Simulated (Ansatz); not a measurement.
**Single-point calculation, with input and output: Cu**

Cu (I4/mmm, 1 atom in the cell), computed with DFT r2SCAN, scalar-relativistic, plane waves, PAW, no spin polarisation (Ansatz 0.2.0).

The structure derives from an entry of the Crystallography Open Database. It belongs to a series of runs on one base structure; here: ratio of the length along z to the lengths across it x 0.85, volume and fractional coordinates fixed. Figures and captions count atoms from 1; the log counts them from 0 in places.

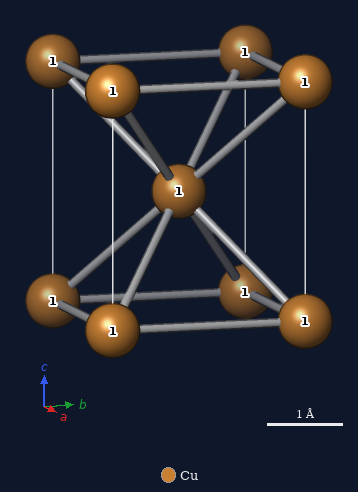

*The structure as given in the input (ball-and-stick view of the cell 2 times as large as that of the calculation, set on its symmetry axes, seen slightly off an axis; atoms are numbered from 1 in the order of the input). An atom can appear more than once, as a periodic image.*

Near neighbours in the periodic cell (some may lie outside the picture): Cu has 12 Cu at 2.50 to 2.70 Å.

**The input**
```yaml
crystal:
  lattice:
    - [0.0, 1.9081184495, 1.6219006821]
    - [1.9081184495, 0.0, 1.6219006821]
    - [1.9081184495, 1.9081184495, 0.0]
  atoms:
    - { symbol: Cu, position: [0.0, 0.0, 0.0] }
basis:
  ecutwfc: 500
kpoints:
  mp_grid: { grid: [24, 24, 24] }
hamiltonian:
  xc: r2scan
scf:
  occupations: { method: gaussian, width: 0.15 }
output:
  forces: true
  stress: true
  eigenvalues: true
  write_density: true
  write_potential: true
  elf: true
  volumetric_format: npy
```

Run as:
```bash
ansatz run input.yaml --threads 1 --pin off --max-ram 2560MiB --backend cpu --events-out ev --progress --plain --runs-dir out
```

**The program's output**
```
Engine: ansatz 0.2.0, x86_64-unknown-linux-gnu
Pseudopotentials: kind: paw
Pseudopotential: Cu, paw, valence charge 19, recommended cutoff 500 eV (meta_gga), Cu.paw.azcp
Functional definition: r2SCAN
  parameter k0 = 0.174
  parameter k1 = 0.065
  parameter a1 = 4.9479
  exchange = r2scan_x(k0 = k0, k1 = k1, a1 = a1)
  correlation = r2scan_c
Crystal: 1 atoms, lattice volume = 11.810 Å³
Basis set: ecut = 500 eV, 305 PW (Γ), exchange–correlation on 80×80×80 points (64 copies of the dense FFT grid, shifted against one another)
Bands: 14, of which v1, the nominal top of the filled ones, is band 10 counted from 1 (9 counted from 0)
Symmetry: 16 space group operations
Space group: I4/mmm (ITA 139), of the structure as read, at distance tolerance 2.3e-5 Å
k-points: 1063 of 13824
Non-local potential: Cu, projectors of the file, l = 0: 3, l = 1: 2, l = 2: 3, l = 3: 1
PAW form: soft (Blöchl's): semilocal exchange-correlation on the pseudo side does not see the compensation charge
PAW frozen core: Cu, regenerated for the run's functional (the file was generated under x = pbe(κ = 0.804, μ = 0.2195149727645171), c = pbe(β = 0.06672455060314922))
PAW one-centre angular grid: Cu, 590 points (default); XC on 160 Gauss nodes
Initial density: superposition of atomic densities (neutral atoms: chi_scale 0, normalization atom), corrected by the library's trained network
Initial wavefunctions: pseudopotential atomic-orbital guess
Functional: x = r2scan, c = r2scan; τ floored in thin density (d = 2e-4 eV/Å³)
SCF iter   1: F=—  HF=-6631.233243 eV  |F-HF|=—  |Δ(HF+E_count)|=         —  Δρ=4.05e-2  dr2=1.06e-1  dr2_τ=8.33e-4  ethr=1.77e-3  ⟨swp⟩=5.0  Hψ=73198  notcnv=0
preconditioner: auto → none  [metal: Δε(μ)=0.003 eV  Ē_g=18.084 eV  σ=0.150 eV  W_gap=0.01  n_scr=0 (ndim 8)  ℏωp=35.8 eV  f_vac=0.000  D(μ)=0.30/eV (n_scr^D=0)]
SCF iter   2: F=—  HF=-6631.246384 eV  |F-HF|=—  |Δ(HF+E_count)|=   1.31e-2  Δρ=4.09e-2  dr2=1.07e-1  dr2_τ=1.12e-3  ethr=5.60e-4  ⟨swp⟩=2.2  Hψ=33644  notcnv=0  defer=413
SCF iter   3: F=—  HF=-6631.213889 eV  |F-HF|=—  |Δ(HF+E_count)|=   3.25e-2  Δρ=2.96e-3  dr2=6.03e-4  dr2_τ=4.95e-6  ethr=5.60e-4  ⟨swp⟩=2.2  Hψ=25212  notcnv=0  defer=413
SCF iter   4: F=—  HF=-6631.213838 eV  |F-HF|=—  |Δ(HF+E_count)|=   5.15e-5  Δρ=6.59e-4  dr2=3.91e-5  dr2_τ=9.28e-7  ethr=3.17e-6  ⟨swp⟩=2.4  Hψ=23688  notcnv=0  defer=413
SCF iter   5: F=—  HF=-6631.213839 eV  |F-HF|=—  |Δ(HF+E_count)|=   1.45e-6  Δρ=1.52e-4  dr2=1.76e-6  dr2_τ=2.84e-8  ethr=2.06e-7  ⟨swp⟩=2.0  Hψ=18855  notcnv=0  defer=413
SCF iter   6: F=-6631.213842 eV  HF=-6631.213842 eV  |F-HF|=3.88e-8  |Δ(HF+E_count)|=   3.21e-6  Δρ=2.39e-5  dr2=4.04e-8  dr2_τ=8.17e-10  ethr=5.26e-10  ⟨swp⟩=7.6  Hψ=96552  notcnv=0
SCF 1 converged in 6 iterations: F = -6631.213842 eV  dr2 = 4.04e-8
  greatest PAW one-centre occupation: 1.000 electrons in one spin orbital (limit 2), on the Cu atom at site 0 (counted from 0), in its partial waves of l = 0
```

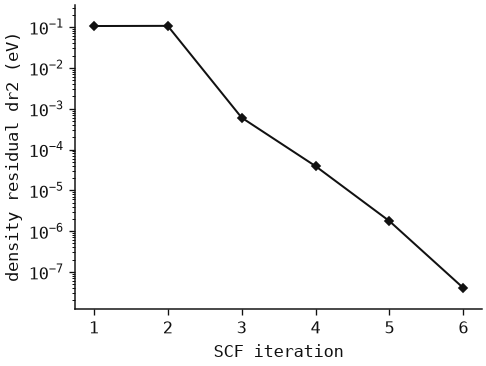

*Convergence of the self-consistent field: density residual dr2 against the SCF iteration.*

The residual falls almost steadily, with no more than small rises.

```
SCF converged after 6 iterations
Free energy (F): -6631.213842 eV
Harris-Foulkes:  -6631.213842 eV  (|F-HF|=3.88e-8)
Internal energy: -6631.210171 eV  (E = F + TS)
E sigma→0 (E₀):  -6631.212007 eV
Entropy (-TS):   -0.003671 eV (-3.671 meV/atom)
Fermi energy:    16.559145 eV
--- Per-component energies (eV) ---
  E_band       = -386.211602
  E_kinetic    = 299.638903
  E_local      = -4061.800130  (includes V_loc(G=0)·N_el)
  E_nonlocal   = 395.809548
  E_hartree    = 1793.788555
  E_xc         = -83.624626
  E_vxc        = -124.399530  (∫ρ·V_xc dr)
  E_paw        = -1678.592423  (= ΣΔE_a)
  E_vpaw       = -492.004627  (= ΣTr[D̂ρ^β])
  E_aug_tail   = 0.000155  (compensation charges beyond the density's cutoff)
  E_vtau       = 8.950030  (kinetic-family band-sum trace: ∫τ·v_τ [+ j·A + Jᵃ·Aᵃ] dr)
  E_ewald      = -3296.129046
  E_core_change = -0.301108  (= ΣΔE_core)
  E_smearing   = -0.003671  (= −TS)
  E_closure    = 0.000000  (closes the sum)
  Σ components = -6631.213842   (vs F -6631.213842, Δ=0.00e0)
--- Forces (eV/Å), atoms counted from 1 ---
  atom   1  Cu    -0.00000000    -0.00000000     0.00000000
  max |Σ_I F_I| component: 7.40e-32 eV/Å
--- Stress (GPa, compression-positive) ---
       -5.435529       0.000000       0.000000
        0.000000      -5.435529       0.000000
        0.000000       0.000000      -2.232249
  P = ⅓ Tr σ = -4.3678 GPa (-43.678 kbar)
--- Band table (eV; the first three rows and the last of 1063) ---
  k-point 0: bands = ["-99.8764", "-55.6383", "-55.6383", "-55.6349", "6.8353", "13.2861", "13.2861", "13.8585", "13.9473", "14.5199", "40.5145", "42.7921", "42.7921", "43.6591"]
  k-point 1: bands = ["-99.8762", "-55.6397", "-55.6389", "-55.6356", "6.9021", "13.2855", "13.2977", "13.8592", "13.9440", "14.5122", "40.1266", "41.9862", "42.5244", "43.2458"]
  k-point 2: bands = ["-99.8755", "-55.6448", "-55.6404", "-55.6363", "7.1015", "13.2810", "13.3260", "13.8674", "13.9369", "14.4911", "38.5599", "41.2215", "41.9329", "42.8306"]
  k-point 1062: bands = ["-99.8518", "-55.7412", "-55.7037", "-55.7037", "11.6226", "11.8892", "14.8645", "15.0361", "15.0361", "20.9333", "27.0873", "27.7153", "27.7153", "32.5813"]
```

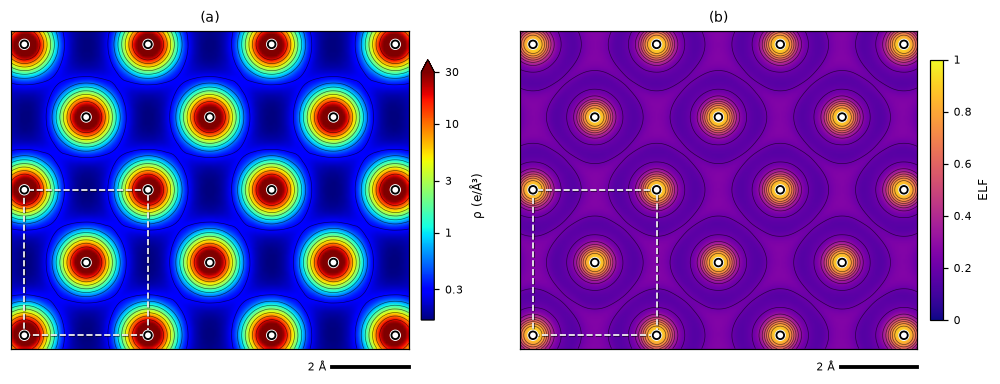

*(a) valence electron density; (b) electron localisation function on the (11̄0) plane of the conventional cell. Circles mark the nuclei in the plane (Cu).*

Cu–Cu (2.50 Å): ρ is about 0.28 e/Å³ halfway; the ELF is about 0.20 at the midpoint (no shared electron pair). Away from the nuclei the density in this plane falls to 0.16 e/Å³ at its lowest. The strong features right at Cu lie inside the PAW spheres (semicore, d or f shells) and say nothing about bonding. The fields are those of the smooth PAW valence density.

**Summary**

- outcome: converged
- space group (tolerance 0.01 Å): I4/mmm (139)
- electrons treated: 19
- free energy: −6631.2138 eV
- Fermi energy: 16.559 eV
- gap on the k-point mesh: none (metallic)
- pressure: −4.37 GPa
- largest force (length of the vector): under 0.001 eV/Å
- hardware: 1 thread of Intel Xeon @ 2.50GHz (Skylake/Cascade Lake), 189 GiB of memory available, shared host
- wall time: 58 s
- peak memory: 0.52 GiB
